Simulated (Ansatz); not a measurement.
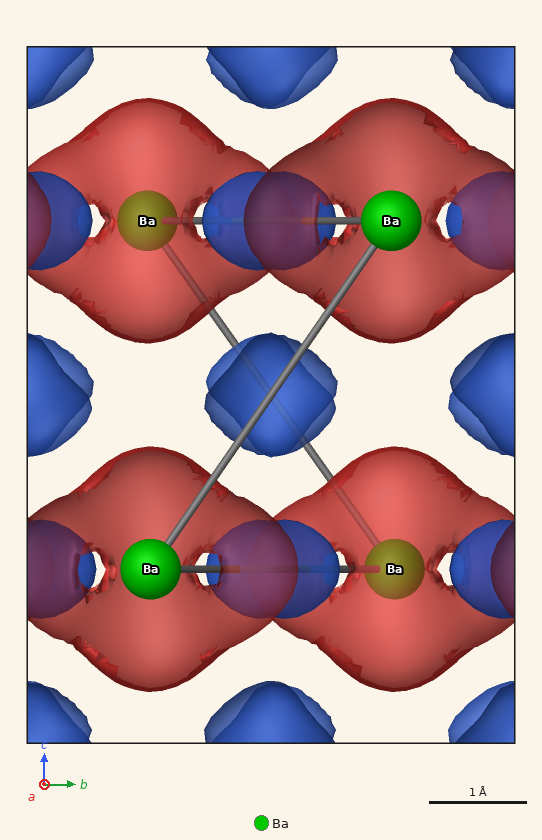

The picture shows: Ba. Deformation density (self-consistent density less superposed neutral spherical atoms): red surfaces at +0.006 and blue ones at −0.006 e/Å³, in the conventional cell seen along the a axis (the regions close to the nuclei are left out). Cores are masked to 1.0 Å (Ba).

Space group Cmcm. This isn't the usual form at ambient conditions. The cell comes from a database of computed structures, not from a measurement.

The calculation used DFT PBE, scalar-relativistic, plane waves, PAW (Ansatz 0.2.0).

In a PAW calculation such maps are meaningful between the atoms, not at the nuclei.

Input

```
crystal:
  lattice:
    - [3.59177373, -2.51690423, 0.0]
    - [3.59177373, 2.51690423, 0.0]
    - [0.0, 0.0, 7.19004518]
  atoms:
    - { symbol: Ba, position: [0.74677397, 0.25322603, 0.25] }
    - { symbol: Ba, position: [0.25322603, 0.74677397, 0.75] }
basis:
  ecutwfc: 420
  fft_grid_basis: typed
kpoints:
  mp_grid: { grid: [8, 8, 6] }
hamiltonian:
  xc: pbe
scf:
  occupations: { method: gaussian, width: 0.05 }
output:
  forces: true
  stress: true
  eigenvalues: true
  bader: true
  write_density: true
  volumetric_format: npy
  elf: true
```

Run with:

```sh
ansatz run input.yaml --threads 1 --pin off --max-ram 2560MiB --backend cpu --events-out ev --progress --plain --runs-dir out
```

The picture shows the conventional cell (a = 7.18 Å, b = 5.03 Å, c = 7.19 Å, α = 90.00°, β = 90.00°, γ = 90.00°).

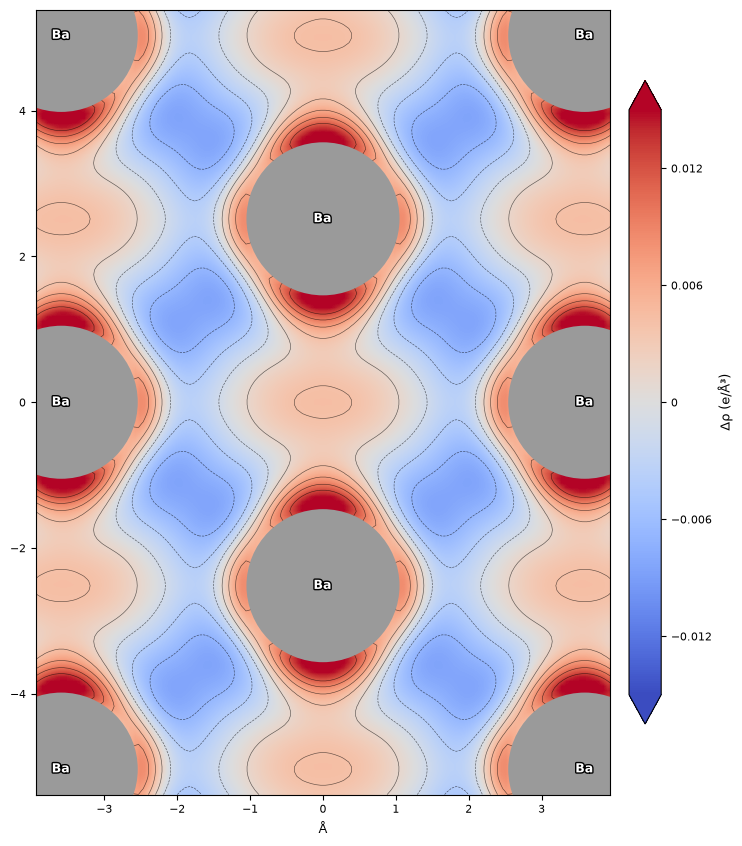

Also shown: a map on the (001) plane of the conventional cell, with grey discs over the atomic cores.

Read the map: where is density gained and where lost?

Over the whole cell, outside the masked cores, the largest gain lies at the edge of the masked core of Ba, and the largest loss, 0.008 e/Å³, lies 1.9 Å from a barium nucleus. The rearranged charge, half the integral of |Δρ|, is about 0.12 e an atom.

The run took 20 s on 1 thread of Intel(R) Xeon(R) 6975P-C (Granite Rapids) (shared host), peak memory 0.48 GiB.
